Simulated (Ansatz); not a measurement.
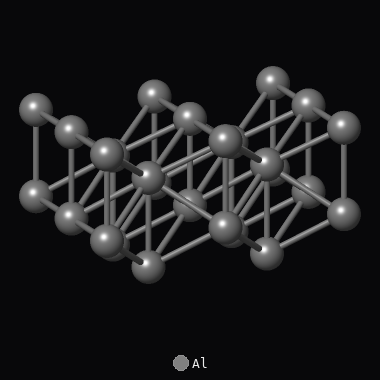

The system is H₂ on an Al(110) slab cut from the Fm-3m phase, its upper half relaxed before the scan (16 atoms of substrate and one adsorbate in a 2 × 2 cell); the picture shows it without the atoms that are moved over the map. 
- H2 lies flat over one site of a rigid substrate while its bond length and height are varied; it sits over a bridge site, heights counted from the top plane, its axis along the second surface vector.
- The first coordinate is: distance H17-H18; the second: height of the H2 axis above the plane of Al13.
- The scan uses an 8 × 9 grid. At 15 points there is no value (left out: too close to the surface, or the stretched molecule far from it).
- Points are written as (first, second).
- Energies: eV, counted from the lowest grid point.
- Theory: DFT PBE, scalar-relativistic, plane waves, PAW in Ansatz 0.2.0. Settings: cutoff 420 eV, k-mesh 5×4×1, gaussian smearing 0.1 eV, no spin polarisation.

Range: distance H17-H18 from 0.650 to 2.650 Å; height of the H2 axis above the plane of Al13 from 0.45 to 3.60 Å.

What landscape does the calculation give?

Answer. The lowest grid point is at (0.750 Å, 3.60 Å). It lies at the edge of the scanned range, so the true minimum may lie outside. The energy also falls towards the edge at (2.235 Å, 0.45 Å) (0.69 eV above the lowest), where a further well may lie outside the range. The highest grid point, (0.650 Å, 0.45 Å), lies 4.90 eV above the lowest. On the interpolated surface the lowest path from the intact molecule far from the surface, (0.750 Å, 3.60 Å), to the well of the stretched molecule, (2.235 Å, 0.45 Å), has its top at about (1.09 Å, 1.17 Å), about 1.9 eV above the start and 1.3 eV above the end.

```csv
"second ↓, first →",0.650,0.750,0.919,1.181,1.495,1.849,2.235,2.650
3.60,0.22,0.00,0.35,1.49,–,–,–,–
3.00,0.27,0.05,0.41,1.54,–,–,–,–
2.60,0.38,0.17,0.52,1.63,–,–,–,–
2.05,0.80,0.57,0.89,1.92,2.98,–,–,–
1.73,1.25,1.00,1.25,2.09,2.78,3.05,3.15,3.25
1.41,1.88,1.56,1.67,2.08,2.26,2.25,2.27,2.42
1.09,2.67,2.22,2.01,1.92,1.70,1.49,1.46,1.67
0.77,3.66,3.05,2.54,2.00,1.41,0.99,0.90,1.12
0.45,4.90,4.15,3.36,2.42,1.50,0.88,0.69,0.86
```

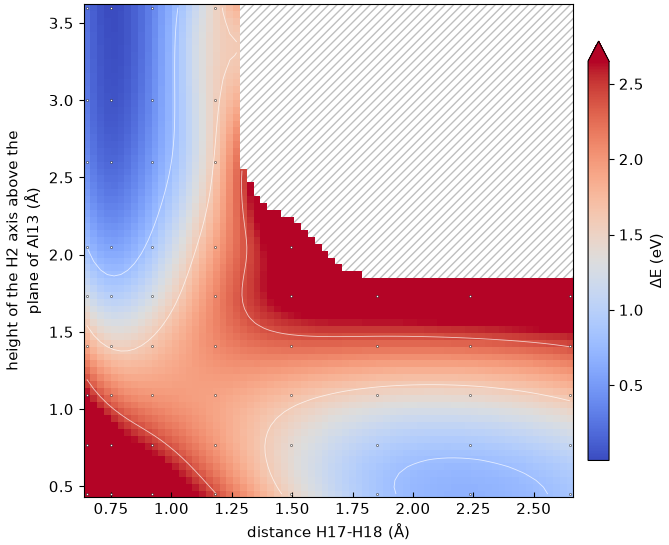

In the figure: a smooth colour map with a few white contour lines, dots at the grid points, one colour for all values above the top of the scale, hatched blanks where no value was computed. Between grid points the surface is interpolated.

Each point was launched as `ansatz run input.yaml --threads 1 --pin off --max-ram 3072MiB --backend cpu --events-out ev --progress --plain --runs-dir out`. Time for the 57 points that were run: 31 min on 1 thread of Intel(R) Xeon(R) Platinum 8259CL CPU @ 2.50GHz (Skylake/Cascade Lake), on a shared host.
